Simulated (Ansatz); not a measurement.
# A failed many-body run on CaMoO4 (I4_1/a)

A first try at the G0W0 gap of CaMoO4 (I4_1/a), what the program said, and an input that works.

Program: Ansatz 0.2.0. Level of theory: G0W0 on r2SCAN, plane waves, PAW. Results are calculated unless marked as measured.

## 1. The starting structure

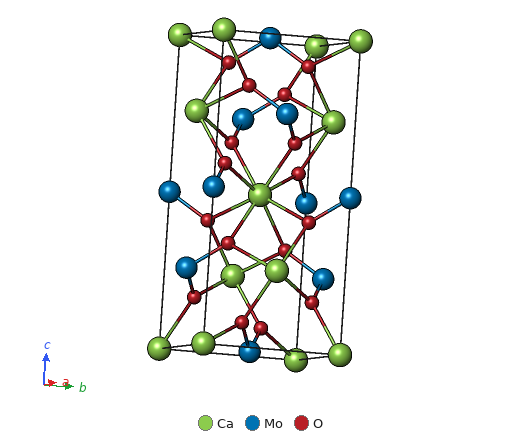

The cell as given, from a free direction (calcium green, molybdenum blue, oxygen red). This picture shows the conventional cell, with its axes. Some periodic images of atoms are drawn too.

The cell and positions come from the Crystallography Open Database and are kept as given unless a step says otherwise. The default PAW set here is soft_2. Its files were made with PBE.

## 2. First try

Input file input.yaml:

```yaml
crystal:
  lattice:
    - [-2.6118, 2.6118, 5.71425]
    - [2.6118, -2.6118, 5.71425]
    - [2.6118, 2.6118, -5.71425]
  atoms:
    - { symbol: Ca, position: [0.75, 0.25, 0.5] }
    - { symbol: Ca, position: [0.0, 0.0, 0.0] }
    - { symbol: Mo, position: [0.25, 0.75, 0.5] }
    - { symbol: Mo, position: [0.5, 0.5, 0.0] }
    - { symbol: O, position: [0.57776, 0.98246, 0.89142] }
    - { symbol: O, position: [0.73246, 0.34104, 0.9047] }
    - { symbol: O, position: [0.09104, 0.68634, 0.10858] }
    - { symbol: O, position: [0.43634, 0.82776, 0.0953] }
    - { symbol: O, position: [0.17224, 0.26754, 0.60858] }
    - { symbol: O, position: [0.01754, 0.90896, 0.5953] }
    - { symbol: O, position: [0.65896, 0.56366, 0.39142] }
    - { symbol: O, position: [0.31366, 0.42224, 0.4047] }
kpoints:
  mp_grid: { grid: [4, 4, 4] }
hamiltonian:
  xc: r2scan
scf:
  occupations: { method: fixed }
gw:
  n_empty_bands: 4
  ecut_chi: 40
  qp_bands: [v4, c4]
  qp_kpoints: band_edges
  screening: { model: contour_deformation }
```

Started as:

```bash
ansatz run input.yaml --threads 24 --pin off --max-ram 82944MiB --backend cuda --events-out ev --progress --plain --runs-dir out --devices 1 --max-vram 78GiB
```

Numbers of over 12 decimals in the logs are rounded to 6 here.

Log:

```text
GPUs: using 1 of 1 available (devices: 1).
Engine: ansatz 0.2.0, aarch64-unknown-linux-gnu
Pseudopotentials: kind: paw
Pseudopotential: Ca, paw, valence charge 10, recommended cutoff 500 eV (meta_gga), Ca.paw.azcp
Pseudopotential: Mo, paw, valence charge 14, recommended cutoff 500 eV (meta_gga), Mo.paw.azcp
Pseudopotential: O, paw, valence charge 6, recommended cutoff 500 eV (meta_gga), O.paw.azcp
Functional definition: r2SCAN
  parameter k0 = 0.174
  parameter k1 = 0.065
  parameter a1 = 4.9479
  exchange = r2scan_x(k0 = k0, k1 = k1, a1 = a1)
  correlation = r2scan_c
[...]
Crystal: 12 atoms, lattice volume = 155.919 Å³
Basis set: ecut = 500 eV, 3997 PW (Γ), exchange–correlation on 200×200×200 points (64 copies of the dense FFT grid, shifted against one another)
Bands: 60, of which v1, the nominal top of the filled ones, is band 48 counted from 1 (47 counted from 0)
Symmetry: 8 space group operations
Space group: I41/a (ITA 88), of the structure as read, at distance tolerance 5.4e-5 Å
k-points: 14 of 64
Non-local potential: Ca, projectors of the file, l = 0: 3, l = 1: 2, l = 2: 2
Non-local potential: Mo, projectors of the file, l = 0: 3, l = 1: 2, l = 2: 2, l = 3: 1
Non-local potential: O, projectors of the file, l = 0: 2, l = 1: 2, l = 2: 1
PAW form: soft (Blöchl's): semilocal exchange-correlation on the pseudo side does not see the compensation charge
PAW frozen core: Ca, regenerated for the run's functional (the file was generated under x = pbe(κ = 0.804, μ = 0.219515), c = pbe(β = 0.066725))
PAW frozen core: Mo, regenerated for the run's functional (the file was generated under x = pbe(κ = 0.804, μ = 0.219515), c = pbe(β = 0.066725))
PAW frozen core: O, regenerated for the run's functional (the file was generated under x = pbe(κ = 0.804, μ = 0.219515), c = pbe(β = 0.066725))
PAW one-centre angular grid: Ca, 302 points (default); XC on 160 Gauss nodes
PAW one-centre angular grid: Mo, 590 points (default); XC on 160 Gauss nodes
PAW one-centre angular grid: O, 302 points (default); XC on 160 Gauss nodes
Initial density: superposition of atomic densities (neutral atoms: chi_scale 0, normalization atom), corrected by the library's trained network
Initial wavefunctions: pseudopotential atomic-orbital guess
[...]
Functional: x = r2scan, c = r2scan; τ floored in thin density (d = 2e-4 eV/Å³)
SCF iter   1: F=—  HF=-18139.389593 eV  |F-HF|=—  |Δ(HF+E_count)|=         —  Δρ=1.55e-2  dr2=5.63e-1  dr2_τ=7.73e-1  ethr=1.77e-3  ⟨swp⟩=5.0  Hψ=2981  notcnv=0  defer=130
preconditioner: auto → Resta (q_TF=auto, 2.516 Å⁻¹)  ε∞=4.2  [insulator: Δε(μ)=4.152 eV  Ē_g=14.396 eV  n_scr=36 (ndim 8)  ℏωp=25.9 eV  f_vac=0.040  ε∞_Penn≈4.2]
SCF iter   2: F=—  HF=-18139.473816 eV  |F-HF|=—  |Δ(HF+E_count)|=   8.42e-2  Δρ=8.64e-3  dr2=7.43e-2  dr2_τ=4.66e-2  ethr=5.86e-4  ⟨swp⟩=2.9  Hψ=1611  notcnv=0  defer=120
SCF iter   3: F=—  HF=-18139.463621 eV  |F-HF|=—  |Δ(HF+E_count)|=   1.02e-2  Δρ=3.11e-3  dr2=7.56e-3  dr2_τ=6.35e-4  ethr=7.74e-5  ⟨swp⟩=2.0  Hψ=1093  notcnv=0  defer=139
SCF iter   4: F=—  HF=-18139.462300 eV  |F-HF|=—  |Δ(HF+E_count)|=   1.32e-3  Δρ=6.09e-4  dr2=3.15e-4  dr2_τ=6.93e-5  ethr=7.87e-6  ⟨swp⟩=2.0  Hψ=1288  notcnv=0  defer=140
SCF iter   5: F=—  HF=-18139.462356 eV  |F-HF|=—  |Δ(HF+E_count)|=   5.55e-5  Δρ=1.24e-4  dr2=1.83e-5  dr2_τ=2.84e-6  ethr=3.29e-7  ⟨swp⟩=2.2  Hψ=1231  notcnv=0  defer=129
SCF iter   6: F=—  HF=-18139.462364 eV  |F-HF|=—  |Δ(HF+E_count)|=   8.04e-6  Δρ=1.83e-5  dr2=5.15e-7  dr2_τ=4.82e-8  ethr=1.90e-8  ⟨swp⟩=2.0  Hψ=1213  notcnv=0  defer=112
SCF iter   7: F=-18139.462364 eV  HF=-18139.462364 eV  |F-HF|=1.02e-8  |Δ(HF+E_count)|=   3.16e-7  Δρ=3.75e-6  dr2=2.85e-8  dr2_τ=2.08e-9  ethr=1.04e-10  ⟨swp⟩=12.9  Hψ=3598  notcnv=0
SCF 1 converged in 7 iterations: F = -18139.462364 eV  dr2 = 2.85e-8
[...]
NSCF: frozen V_eff on 14 k-points
[...]
SCF converged after 7 iterations
[...]
7    45      5.9679   -25.4981     3.2867   -20.8271  0.7575     4.5207     4.5835  root
     7    46      6.1196   -25.5039     3.3094   -20.8164  0.7570     4.6792     4.7415  root
     7    47      6.3265   -25.7878     3.2248   -21.1992  0.7636     4.9065     4.9628  root
     7    48      6.3756   -25.7052     3.2483   -21.0982  0.7605     4.9595     5.0168  root
     7    49     10.6677   -15.6997    -2.4482   -21.4573  0.8081    14.3514    13.9772  root ?
     7    50     10.9458   -16.1588    -2.4458   -21.8787  0.8052    14.6439    14.2198  root ?
     7    51     10.9981   -16.0318    -2.3891   -21.7364  0.8104    14.7053    14.3136  root ?
     7    52     11.2193   -16.5501    -2.3200   -22.2051  0.8073    14.9325    14.5542  root ?
     8    45      6.0284   -25.5038     3.3289   -20.7796  0.7534     4.5680     4.6331  root
     8    46      6.0284   -25.5038     3.3289   -20.7796  0.7534     4.5680     4.6331  root
     8    47      6.0956   -25.5032     3.2739   -20.8660  0.7596     4.6729     4.7323  root
     8    48      6.0956   -25.5032     3.2739   -20.8660  0.7596     4.6729     4.7323  root
     8    49     10.7309   -15.7841    -2.3666   -21.4789  0.8101    14.4438    14.0591  root ?
     8    50     10.7309   -15.7841    -2.3666   -21.4789  0.8101    14.4438    14.0591  root ?
     8    51     11.2559   -16.6189    -2.3526   -22.3051  0.8059    14.9785    14.5894  root ?
     8    52     11.2559   -16.6189    -2.3526   -22.3051  0.8059    14.9785    14.5894  root ?
     9    45      5.9194   -25.4031     3.2736   -20.7559  0.7578     4.4847     4.5458  root
     9    46      6.3589   -25.7891     3.2151   -21.2032  0.7651     4.9320     4.9881  root
     9    47      6.5515   -25.9014     3.2260   -21.3161  0.7633     5.1364     5.1922  root
     9    48      6.5515   -25.9014     3.2260   -21.3161  0.7633     5.1364     5.1922  root
     9    49     10.4907   -15.2882    -2.4794   -21.0743  0.8103    14.1405    13.7974  root ?
     9    50     10.7890   -15.4112    -2.3865   -21.1271  0.8139    14.4754    14.1184  root ?
     9    51     11.0255   -16.1935    -2.5191   -21.9725  0.8038    14.7297    14.2854  root ?
     9    52     11.0662   -16.1164    -2.3478   -21.7914  0.8114    14.7923    14.3933  root ?
    10    45      6.0896   -25.4891     3.2486   -20.8637  0.7596     4.6527     4.7129  root
    10    46      6.1870   -25.5590     3.2802   -20.8953  0.7595     4.7424     4.8035  root
[...]
10    49     10.6928   -15.6843    -2.4703   -21.4482  0.8075    14.3596    13.9863  root ?
    10    50     10.8543   -15.8001    -2.4369   -21.5312  0.8082    14.5458    14.1486  root ?
[...]
12    48      6.3878   -25.7643     3.2020   -21.2267  0.7642     4.9987     5.0521  root
[...]
12    52     11.0695   -16.2716    -2.3372   -21.9046  0.8093    14.7540    14.3652  root ?
    13    45      6.1398   -25.5950     3.2268   -20.9910  0.7613     4.7042     4.7627  root
    13    46      6.1398   -25.5950     3.2268   -20.9910  0.7613     4.7042     4.7627  root
    13    47      6.5206   -25.8569     3.2304   -21.2812  0.7626     5.1203     5.1754  root
    13    48      6.5206   -25.8569     3.2304   -21.2812  0.7626     5.1203     5.1754  root
    13    49     10.6516   -15.2968    -2.4409   -21.0497  0.8115    14.3263    13.9637  root ?
    13    50     10.6516   -15.2968    -2.4409   -21.0497  0.8115    14.3263    13.9637  root ?
    13    51     10.9186   -15.9134    -2.3676   -21.6066  0.8119    14.6198    14.2441  root ?
    13    52     10.9186   -15.9134    -2.3676   -21.6066  0.8119    14.6198    14.2441  root ?
```

The job ended after 4.3 s (1 × NVIDIA GB200 (shared by 2 runs) with 24 threads of Arm Neoverse V2, shared host; peak memory 1.7 GiB).

Q: What is the fault?

The run ended normally, though the input holds a fault or crude settings.

The fault: four empty bands in G0W0. The sums over empty states are cut off almost at the gap, so screening and correlation are far from complete.

It printed a gap of 8.52 eV, which is an artefact of the settings.

## 3. A better input

G0W0 replaces the xc potential by the self-energy, built once from these orbitals. Only a window of levels is corrected, while the sums run over the empty bands that the input names.

Changes to input.yaml since step 2:

```diff
@@ -25,4 +25,4 @@
 gw:
-  n_empty_bands: 4
-  ecut_chi: 40
+  n_empty_bands: 333
+  ecut_chi: 96
   qp_bands: [v4, c4]
```

Log:

```text
GPUs: using 1 of 1 available (devices: 1).
[...]
Crystal: 12 atoms, lattice volume = 155.919 Å³
Basis set: ecut = 500 eV, 3997 PW (Γ), exchange–correlation on 200×200×200 points (64 copies of the dense FFT grid, shifted against one another)
Bands: 60, of which v1, the nominal top of the filled ones, is band 48 counted from 1 (47 counted from 0)
[... 1 set-up line as in the run before ...]
[...]
k-points: 14 of 64
[...]
SCF iter   1: F=—  HF=-18139.389593 eV  |F-HF|=—  |Δ(HF+E_count)|=         —  Δρ=1.55e-2  dr2=5.63e-1  dr2_τ=7.73e-1  ethr=1.77e-3  ⟨swp⟩=5.0  Hψ=2981  notcnv=0  defer=130
[...]
SCF iter   7: F=-18139.462364 eV  HF=-18139.462364 eV  |F-HF|=1.02e-8  |Δ(HF+E_count)|=   3.16e-7  Δρ=3.75e-6  dr2=2.85e-8  dr2_τ=2.08e-9  ethr=1.04e-10  ⟨swp⟩=12.9  Hψ=3598  notcnv=0
SCF 1 converged in 7 iterations: F = -18139.462364 eV  dr2 = 2.85e-8
[...]
NSCF: frozen V_eff on 14 k-points
[...]
SCF converged after 7 iterations
[...]
6    52     11.2242   -16.5429    -3.9422   -22.1755  0.7866    12.9477    12.9147  root
     7    45      5.9679   -25.4981     4.3708   -20.8271  0.7562     5.6664     5.6676  root
     7    46      6.1196   -25.5039     4.3960   -20.8164  0.7560     5.8269     5.8281  root
     7    47      6.3265   -25.7878     4.3442   -21.1992  0.7576     6.0814     6.0822  root
     7    48      6.3756   -25.7052     4.3597   -21.0982  0.7567     6.1275     6.1283  root
     7    49     10.6677   -15.6997    -4.1243   -21.4573  0.7912    12.3310    12.3011  root
     7    50     10.9458   -16.1588    -4.0341   -21.8787  0.7868    12.6651    12.6315  root
     7    51     10.9981   -16.0318    -4.0509   -21.7364  0.7910    12.6826    12.6518  root
[...]
13    49     10.6516   -15.2968    -4.1600   -21.0497  0.7942    12.2724    12.2445  root
    13    50     10.6516   -15.2968    -4.1600   -21.0497  0.7942    12.2724    12.2445  root
    13    51     10.9186   -15.9134    -4.0510   -21.6066  0.7927    12.5904    12.5607  root
    13    52     10.9186   -15.9134    -4.0510   -21.6066  0.7927    12.5904    12.5607  root
```

Elapsed: 12 s, on 1 × NVIDIA GB200 (shared by 2 runs) with 24 threads; peak memory 2.5 GiB; 41 s of CPU time.

Numbers from this step:

* bands summed: 381
* RPA ε∞ on this mesh (eigenvalues): 3.484, 3.484, 3.501
* plane waves in the screening matrix: 329
* q-points in the mesh: 64
* G0W0 gap on the mesh: 5.630 eV
* k of the valence top: 0, 0, 0
* k of the conduction bottom: 0, 0, 0
* starting gap on the mesh: 3.849 eV
* Z at the valence top: 0.7579
* Z at the conduction bottom: 0.7953
* least direct G0W0 gap on the computed points: 5.630 eV

The gap on the mesh goes from 3.85 eV to 5.63 eV, a correction of +1.78 eV. Between the two edge states, bare exchange in place of the xc potential would open the gap by 10.37 eV, and correlation takes back 8.59 eV.

## 4. Summary of results

```json
{"first try": "converged after 4.3 s", "better run": "G0W0 gap on the mesh 5.63 eV (4×4×4 mesh, 333 empty bands, screening to 96 eV)"}
```

**Reading.** The second run differs in: empty bands and screening cutoff (eV). Bands and cutoff are finite, so the gap is not at the basis limit. The miss can reach some tenths of an eV and take either sign; the mesh is an error of its own. The many-body steps are scalar-relativistic: spin-orbit coupling is not in them.

[Paths, hosts, dates, memory and timing lines, banners, echoed tables and standing remarks are left out of the program output.]

[Logs are printed without paths, hosts, clocks, repeated set-up lines and the standing remarks that a program may print on its own settings, such as how far it seeks lower states.]

[Runs of the session that timed out or met a known fault of the program may be left out.]

[Cells called generated may have been cut or substituted from an entry of the Crystallography Open Database or the Materials Project.]

[Hosts, paths, dates, database ids (printed as entryN), source tags and the programs' standing remarks are cut or masked in the printed files.]
